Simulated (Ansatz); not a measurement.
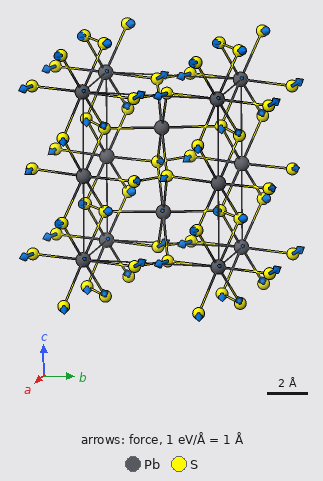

Starting geometry of a crystal of PbS$_{2}$ (built on the MgF2-58 type type) with the computed forces as blue arrows. Style: ball-and-stick. Shown: the cell of the calculation, slightly off an axis.

Case: shaken.

The calculation used DFT, PBEsol, plane waves, PAW in Ansatz 0.2.0.

The input:
```yaml
crystal:
  lattice:
    - [5.3871567646, -0.0620621426, 0.0622322973]
    - [-0.0803277063, 6.9916822033, -0.0510480805]
    - [0.1009332067, -0.0639674522, 8.7294201308]
  atoms:
    - { symbol: Pb, position: [0.505535018, 0.5046995244, 0.2471476561] }
    - { symbol: Pb, position: [0.0009439949, -0.0050007696, -0.0008480623] }
    - { symbol: S, position: [0.6430034214, 0.0954161057, 0.2500997975] }
    - { symbol: S, position: [0.3582787072, 0.9019530248, 0.2551914183] }
    - { symbol: S, position: [0.1535649798, 0.4027995396, -0.0052639635] }
    - { symbol: S, position: [0.8455143671, 0.5954083705, -0.0006490337] }
    - { symbol: Pb, position: [0.5071283267, 0.4968555741, 0.750050691] }
    - { symbol: Pb, position: [-0.0021418464, 0.0004311427, 0.4976981794] }
    - { symbol: S, position: [0.6594866943, 0.0988264588, 0.7464526499] }
    - { symbol: S, position: [0.3479915711, 0.9095303195, 0.7590501878] }
    - { symbol: S, position: [0.15248096, 0.4022908321, 0.5005759514] }
    - { symbol: S, position: [0.8542941785, 0.5943832815, 0.507462572] }
kpoints:
  mp_grid: { grid: [4, 4, 2] }
hamiltonian:
  xc: pbesol
scf:
  occupations: { method: fermi_dirac, width: 0.05 }
relax:
  f_tol: 0.01
  cell: {}
  max_steps: 120
```

### What follows when this structure is relaxed?

It isn't relaxed: the largest force vector, on S6, is 1.01 eV/Å. The final displacements have little in common with the starting forces (cosine between the two patterns 0.04). After 11 accepted moves (15 points after the start) the energy has fallen by 0.593 eV per cell of the calculation. The largest force component goes from 0.84 to 0.0054 eV/Å. The pressure goes from −0.25 to 0.01 GPa. The line search rejected the trial steps at points 7, 11, 13 of the run. The SCF was repeated once at an unchanged geometry on a basis and grid sized afresh for the cell, which shifted the energy by 2.2 meV per cell of the calculation at most. The largest moves relative to the cell, 0.94 Å, are those of S4 and S5. S5 goes roughly along [0 −1 1]. Largest moves by element: S 0.94 Å, Pb 0.70 Å. The drawn cell changes as follows: a 5.388 → 5.141 Å (−4.6 %), b 6.992 → 6.915 Å (−1.1 %), c 8.730 → 8.023 Å (−8.1 %), α 90.8° → 90.0°, β 88.7° → 90.0°, γ 91.3° → 90.0°; the volume changes by −13.2 %. Near-neighbour distances that change, for instance: Pb2–S6 2.898 → 3.171 Å, Pb8–S11 2.912 → 3.171 Å, Pb8–S10 3.077 → 2.870 Å, Pb1–S3 2.973 → 3.171 Å. Bond angles that change, for instance: Pb1–S5–Pb2 111.9° → 146.9°, Pb1–S4–Pb2 112.7° → 146.9°, Pb7–S12–Pb8 114.4° → 146.9°. The space group (tolerance 0.01 Å) goes from P1 (No. 1) to P2_12_12_1 (No. 19).
